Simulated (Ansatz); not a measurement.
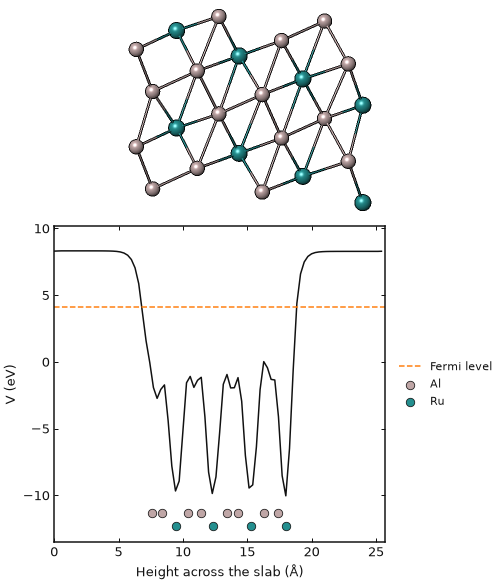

Plane-averaged electrostatic potential energy of an electron across the slab; circles at the bottom mark the heights of the atoms (positions after relaxation). The structure is drawn too.

Calculation on a (101) slab cut from Al2Ru (I4/mmm), ended by Ru above and Al below, 12 atoms in the cell.

Level of theory: DFT PBEsol, scalar-relativistic, plane waves, PAW, no spin polarisation, 12×8×1 k mesh, 420 eV cutoff; code Ansatz.

What is the work function?

Answer. The work function is 4.16 eV, the same on both faces. The two vacuum levels agree, so the slab has no net dipole along its normal.

How thick are slab and vacuum?

Answer. The outermost atoms are 10.4 Å apart, which leaves 15.3 Å of vacuum in a cell 25.7 Å high.
